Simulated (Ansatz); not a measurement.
Start from this file.

```xyz
21
Lattice="3.2892 0.0000 0.0000 -1.6446 2.8485 0.0000 0.0000 0.0000 25.5546" Properties=species:S:1:pos:R:3 pbc="T T T"
Zn    1.6446    0.9495    2.9279
In    1.6446    0.9495    8.4454
Ga    0.0000    0.0000    5.4374
O     1.6446    0.9495    0.9825
O     0.0000    0.0000    7.3774
O     1.6446    0.9495    5.4262
O     0.0000    0.0000    3.4759
Zn    0.0000    1.8990   11.4461
In    0.0000    1.8990   16.9636
Ga    1.6446    0.9495   13.9556
O     0.0000    1.8990    9.5007
O     1.6446    0.9495   15.8956
O     0.0000    1.8990   13.9444
O     1.6446    0.9495   11.9941
Zn    0.0000    0.0000   19.9643
In    0.0000    0.0000   25.4818
Ga    0.0000    1.8990   22.4738
O     0.0000    0.0000   18.0189
O     0.0000    1.8990   24.4138
O     0.0000    0.0000   22.4626
O     0.0000    1.8990   20.5123
```

What crystal do these data define?

The material is ZnInGaO$_{4}$. Its lattice is rhombohedral (trigonal R), its space group R3m (No. 160). It has 21 atoms to the cell (3 Zn, 3 In, 3 Ga, 12 O). The numbers of neighbours within bonding distance are Zn 4, In 6, Ga 5 and O 3 to 4 (mean 3.8).

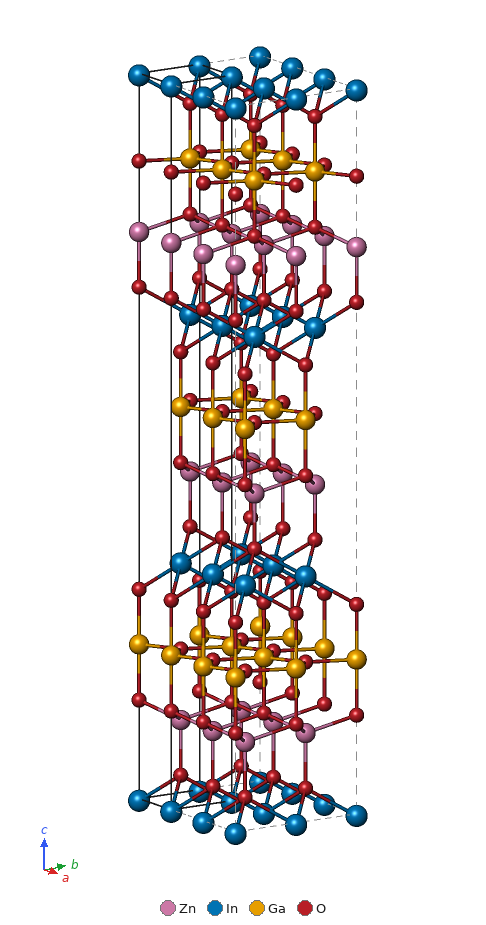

An orthographic ball-and-stick view of the structure, slightly off an axis. The picture spans 3×2×1 cells, one conventional unit cell being drawn with solid lines. Colours: zinc pink, indium blue, gallium orange, oxygen red.

Provenance: a structure listed in the Materials Project. It was relaxed at fixed volume with DFT PBE, scalar-relativistic, plane waves, PAW in Ansatz.

At this level of theory the cell isn't at rest (compressed, at 11 GPa), so its distances can differ from those at equilibrium, the more so the softer the solid.
